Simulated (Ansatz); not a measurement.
**Run report: HfSiO$_{4}$, geometry relaxation (part 3 of 3)**

HfSiO$_{4}$ (P1, 36 atoms in the cell); DFT PBE, scalar-relativistic, plane waves, PAW, no spin polarisation (Ansatz 0.2.0); cutoff 420 eV, 2×2×2 k-mesh, Gaussian smearing of 0.02 eV. The structure derives from a Materials Project entry. It belongs to a series of runs on one base structure; here: the perfect supercell shaken and relaxed.

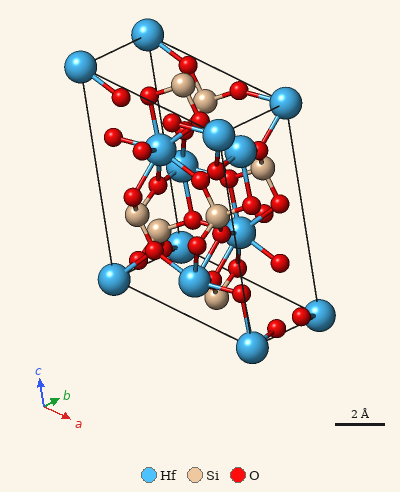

The geometry at step 3 of the log (ball-and-stick view of the cell of the calculation, seen slightly off an axis).

**Output, continued**
```
--- Relaxed structure (4 steps of the walk, 4 accepted, 0 SCFs on fresh bases) ---
  F+E_penalty+E_count = -111815.19074045 eV   max|allowed force component| = 1.681e-3 eV/Å
  atoms:
    - { symbol: Hf, position: [0.0004655551853286879, 0.9994717842128437, -0.0008488792455761279] }
    - { symbol: Hf, position: [0.33378505703338474, 0.3328151297225559, 0.6658178240320156] }
    - { symbol: Hf, position: [0.6671152069455543, 0.6661463431131275, 0.33248313898540405] }
    - { symbol: Hf, position: [0.2504480037705162, 0.7494819763772909, 0.49915188122684684] }
    - { symbol: Hf, position: [0.583796042125714, 0.08281601530484446, 0.16581923838867993] }
    - { symbol: Hf, position: [0.9171256119870725, 0.41614137464440437, 0.8324832281709168] }
    - { symbol: Si, position: [0.7504464897071582, 0.249481484740161, 0.49914862046725245] }
    - { symbol: Si, position: [0.0837832045816357, 0.5827981692902925, 0.16581525439153602] }
    - { symbol: Si, position: [0.4171334879426855, 0.9161509940952148, 0.8324869505634551] }
    - { symbol: Si, position: [0.1671248413746668, 0.16614985502763824, 0.33248650473084956] }
    - { symbol: Si, position: [0.5004583926286578, 0.4994768651467714, 0.9991490674329964] }
    - { symbol: Si, position: [0.8337882896826537, 0.8328090915200179, 0.6658161494582469] }
    - { symbol: O, position: [0.8940894305161466, 0.07741412372791162, 0.7863797041454609] }
    - { symbol: O, position: [0.2274167285588003, 0.41075516064819473, 0.4530571239033545] }
    - { symbol: O, position: [0.5607601463243163, 0.7440817374838118, 0.11972067483903917] }
    - { symbol: O, position: [0.9950532680289963, 0.3097806255246752, 0.619715474946956] }
    - { symbol: O, position: [0.3283873801816305, 0.64309709678146, 0.28638594550805674] }
    - { symbol: O, position: [0.661739926810673, 0.9764425384722446, 0.9530503700010581] }
    - { symbol: O, position: [0.6264148421861485, 0.30976334606828015, 0.6197201140814794] }
    - { symbol: O, position: [0.9597510150090074, 0.6430605690673039, 0.28638750038287586] }
    - { symbol: O, position: [0.29310912490644364, 0.9764316988197208, 0.9530635959252045] }
    - { symbol: O, position: [0.22738592464610052, 0.04210918463828625, 0.4530523980990863] }
    - { symbol: O, position: [0.5607338126216809, 0.3754463469648654, 0.11972042604315185] }
    - { symbol: O, position: [0.8940784233390313, 0.708779547675838, 0.7863900921649469] }
    - { symbol: O, position: [0.589182309283061, 0.7725549067429349, 0.5452453564924286] }
    - { symbol: O, position: [0.922522020297348, 0.10587923814809568, 0.2119142991097014] }
    - { symbol: O, position: [0.2558518109212862, 0.4391967268022488, 0.8785778111993978] }
    - { symbol: O, position: [0.6901966444634385, 0.004875495164891219, 0.37857828011229955] }
    - { symbol: O, position: [0.02351385002961119, 0.33819684539709943, 0.04523979850317587] }
    - { symbol: O, position: [0.3568456348874203, 0.671547279857952, 0.7119166580473029] }
    - { symbol: O, position: [0.690122770430794, 0.373508583900798, 0.378575449493547] }
    - { symbol: O, position: [0.02348250988351666, 0.7068360874710153, 0.0452462191315704] }
    - { symbol: O, position: [0.35681084054888174, 0.040179692704087944, 0.7119117146204988] }
    - { symbol: O, position: [0.29115967751675687, 0.10583970814821397, 0.21191599281580123] }
    - { symbol: O, position: [0.62448591492443, 0.4391755859392987, 0.8785749256135] }
    - { symbol: O, position: [0.9578166400194524, 0.7724968176556087, 0.5452440628174835] }
```

**Trajectory as extended XYZ (Å, eV, eV/Å), 3 of the 4 frames kept, from step=1 to step=4**
```
36
Lattice="6.6449 0.0000 0.0000 0.0000 -6.6449 0.0000 -3.3225 3.3225 -9.0224" Properties=species:S:1:pos:R:3:forces:R:3 step=1 energy=-111813.35142
Hf    0.0034   -6.7084   -0.0487   -0.3973   1.6005   0.2850
Hf   -0.0560    0.0466   -6.0831    0.9850  -0.9552   1.1800
Hf    3.3990   -3.3209   -2.9669   -1.1348  -0.8386  -1.3125
Hf    0.0823   -3.3385   -4.4881   -0.7201   0.3502  -0.1010
Hf    3.2912   -0.0554   -1.4562    0.4685   1.3743  -1.5231
Hf    3.2328    0.0836   -7.5049    1.2250  -2.1193   0.0315
Si    3.3602   -0.0310   -4.5221   -1.3532  -0.5334   0.5304
Si   -0.0197   -3.3314   -1.5105    1.0470  -1.6833   1.6449
Si   -0.0198   -3.3800   -7.5267   -0.7640   3.5105  -0.0601
Si    0.0049   -0.0487   -3.0693    0.9673   3.6944   4.8505
Si   -0.0106   -0.0122   -9.0591    0.9929   0.5608   1.3727
Si    3.3073   -3.2781   -5.9936    0.6746  -1.0041  -0.6149
O     3.2729    2.0513   -7.1033    0.1881   2.5121   0.9422
O     0.0365   -1.1895   -4.0498    0.0790  -4.5075  -3.1504
O     3.3141   -4.5251   -1.1114    0.2273  -0.4568  -0.0734
O     4.5568    0.0189   -5.5747    1.1220  -0.2394  -1.0798
O     1.2089   -3.3395   -2.5684    0.4997   0.2929  -0.3158
O     1.1861   -3.3055   -8.6030    0.3638  -0.2766  -0.3353
O     2.1324    0.0489   -5.6293   -0.5328  -0.3716   0.3864
O     5.4201   -3.3531   -2.5726   -0.0999   0.2082  -0.2430
O    -1.2843   -3.3296   -8.6300    1.4404  -0.3369   1.1516
O     0.0163    1.2011   -4.0700   -0.1060   1.5153  -1.2018
O     3.3238   -2.0477   -1.0629    0.1149  -1.3719   0.3991
O     3.3261   -2.0733   -7.0722   -0.1263  -0.3369  -0.0966
O     2.1719   -3.3212   -4.8336   -1.6441  -0.0290  -0.3852
O     5.4657   -0.0232   -1.9263   -0.4388  -0.2486   0.2625
O    -1.1397    0.0237   -7.9098   -1.7918   0.1789  -0.0084
O     3.3520    1.1845   -3.4954    0.0512   1.1258   1.7289
O    -0.0059   -2.1272   -0.3985   -0.1283   0.0529  -0.4655
O     0.0223   -2.0631   -6.4069   -0.1140  -1.4301  -0.8005
O     3.3283   -1.2813   -3.4114    0.0335   0.9050  -0.3749
O     0.0638   -4.5870   -0.3845   -0.6128   1.3005  -0.7510
O    -0.0110    2.1538   -6.4101    0.0874  -1.5725   0.9605
O     1.2757    0.1165   -1.9056   -1.3731  -0.9882  -1.0042
O     1.2198    0.0139   -7.8870   -0.7145   0.0866  -1.5693
O     4.5092   -3.3303   -4.8813    1.4837   0.0309  -0.2600
36
Lattice="6.6449 0.0000 0.0000 0.0000 -6.6449 0.0000 -3.3225 3.3225 -9.0224" Properties=species:S:1:pos:R:3:forces:R:3 step=3 energy=-111815.18950
Hf    0.0067   -6.6426    0.0060    0.0128  -0.0125   0.0148
Hf    0.0042   -0.0013   -6.0084    0.0030   0.0118   0.0168
Hf    3.3284   -3.3229   -3.0007   -0.0029   0.0203   0.0055
Hf    0.0049   -3.3236   -4.5045    0.0142   0.0183   0.0036
Hf    3.3294   -0.0002   -1.4969   -0.0076   0.0019  -0.0054
Hf    3.3275    0.0019   -7.5119    0.0000  -0.0091   0.0247
Si    3.3260   -0.0002   -4.5040    0.0193   0.0071   0.0293
Si    0.0057   -3.3204   -1.4965   -0.0025   0.0119  -0.0096
Si    0.0074   -3.3226   -7.5124    0.0029  -0.0210   0.0307
Si    0.0063   -0.0004   -3.0010   -0.0231  -0.0092  -0.0066
Si    0.0054    0.0000   -9.0150    0.0002   0.0201   0.0238
Si    3.3289   -3.3212   -6.0082   -0.0052   0.0145   0.0544
O     3.3307    2.0970   -7.0904   -0.0029  -0.0197  -0.0762
O     0.0058   -1.2269   -4.0872    0.0034   0.0429  -0.0089
O     3.3322   -4.5468   -1.0794   -0.0223  -0.0153  -0.0187
O     4.5536   -0.0028   -5.5878   -0.0136   0.0083  -0.0347
O     1.2322   -3.3200   -2.5816   -0.0123  -0.0107  -0.0179
O     1.2347   -3.3204   -8.5973   -0.0232  -0.0149  -0.0085
O     2.1010   -0.0016   -5.5899   -0.0002   0.0147  -0.0326
O     5.4248   -3.3184   -2.5829    0.0167  -0.0089  -0.0105
O    -1.2168   -3.3212   -8.5997   -0.0234  -0.0033  -0.0268
O     0.0042    1.2275   -4.0840    0.0054  -0.0287  -0.0428
O     3.3295   -2.0959   -1.0771   -0.0073   0.0035  -0.0349
O     3.3295   -2.0958   -7.0945   -0.0023  -0.0032  -0.0282
O     2.1031   -3.3245   -4.9209    0.0019   0.0121   0.0071
O     5.4255   -0.0003   -1.9141    0.0033  -0.0059   0.0232
O    -1.2193    0.0025   -7.9258   -0.0007  -0.0176  -0.0203
O     3.3298    1.2258   -3.4166   -0.0083  -0.0130   0.0005
O     0.0063   -2.0961   -0.4080   -0.0007   0.0103   0.0137
O     0.0051   -2.0976   -6.4263    0.0072   0.0155   0.0317
O     3.3225   -1.2243   -3.4159    0.0173  -0.0146   0.0206
O     0.0045   -4.5456   -0.4097    0.0062  -0.0133   0.0190
O     0.0034    2.0974   -6.4232    0.0126   0.0118  -0.0162
O     1.2308    0.0018   -1.9144    0.0208  -0.0029   0.0442
O     1.2298    0.0011   -7.9274    0.0205  -0.0034   0.0219
O     4.5536   -3.3200   -4.9202   -0.0086   0.0018   0.0149
36
Lattice="6.6449 0.0000 0.0000 0.0000 -6.6449 0.0000 -3.3225 3.3225 -9.0224" Properties=species:S:1:pos:R:3:forces:R:3 step=4 energy=-111815.19074
Hf    0.0059   -6.6442    0.0077    0.0000  -0.0002   0.0000
Hf    0.0058    0.0006   -6.0073    0.0000   0.0000   0.0001
Hf    3.3283   -3.3218   -2.9998    0.0003   0.0001   0.0001
Hf    0.0058   -3.3218   -4.5036    0.0003   0.0003   0.0001
Hf    3.3283    0.0006   -1.4961   -0.0002   0.0001   0.0002
Hf    3.3283    0.0007   -7.5110   -0.0004   0.0000   0.0004
Si    3.3282    0.0006   -4.5035    0.0002   0.0003  -0.0002
Si    0.0058   -3.3217   -1.4961   -0.0001  -0.0001  -0.0003
Si    0.0059   -3.3218   -7.5110   -0.0005  -0.0002   0.0006
Si    0.0059    0.0006   -2.9998    0.0000   0.0000   0.0003
Si    0.0059    0.0006   -9.0147   -0.0001  -0.0001   0.0000
Si    3.3283   -3.3218   -6.0073   -0.0001   0.0000   0.0002
O     3.3284    2.0983   -7.0950   -0.0001   0.0010  -0.0007
O     0.0059   -1.2242   -4.0877    0.0001   0.0017   0.0001
O     3.3284   -4.5466   -1.0802   -0.0003   0.0010   0.0001
O     4.5531    0.0005   -5.5913   -0.0011   0.0000  -0.0003
O     1.2306   -3.3218   -2.5839   -0.0010  -0.0002   0.0000
O     1.2307   -3.3219   -8.5988   -0.0012   0.0001  -0.0002
O     2.1035    0.0006   -5.5914    0.0013   0.0003   0.0000
O     5.4259   -3.3216   -2.5839    0.0012  -0.0006   0.0001
O    -1.2188   -3.3218   -8.5989    0.0006   0.0001   0.0002
O     0.0057    1.2254   -4.0876    0.0003  -0.0012  -0.0002
O     3.3283   -2.0970   -1.0802    0.0000  -0.0008  -0.0001
O     3.3283   -2.0970   -7.0951   -0.0003  -0.0012   0.0000
O     2.1035   -3.3220   -4.9194    0.0009   0.0006  -0.0003
O     5.4260    0.0005   -1.9120    0.0010   0.0001   0.0002
O    -1.2189    0.0006   -7.9269    0.0011  -0.0002  -0.0003
O     3.3285    1.2254   -3.4157   -0.0005  -0.0010  -0.0001
O     0.0059   -2.0970   -0.4082    0.0000  -0.0012  -0.0002
O     0.0059   -2.0971   -6.4232    0.0002  -0.0008   0.0001
O     3.3280   -1.2241   -3.4157    0.0008   0.0007   0.0000
O     0.0057   -4.5465   -0.4082    0.0003   0.0010  -0.0001
O     0.0057    2.0983   -6.4232    0.0005   0.0012  -0.0002
O     1.2306    0.0008   -1.9120   -0.0012  -0.0002   0.0001
O     1.2306    0.0007   -7.9269   -0.0010  -0.0002  -0.0002
O     4.5531   -3.3216   -4.9194   -0.0008  -0.0003   0.0004
```

**Results in brief**

- outcome: converged
- space group (tolerance 0.01 Å): P1 (1) → I4₁/amd (141)
- electrons treated: 324
- free energy: −111815.1907 eV
- Fermi energy: 12.292 eV
- gap on the k-point mesh: 5.32 eV
- final volume: 398.38 Å³
- largest force (length of the vector) at the end: 0.002 eV/Å
- final cell: a = 6.645 Å, b = 6.645 Å, c = 10.173 Å, α = 109.06°, β = 109.06°, γ = 90.00°
- wall time: 25 s (CPU time 3.2 min)
- peak memory: 2.7 GiB

**Remarks**

Spin–orbit coupling is left out, which matters for Hf.
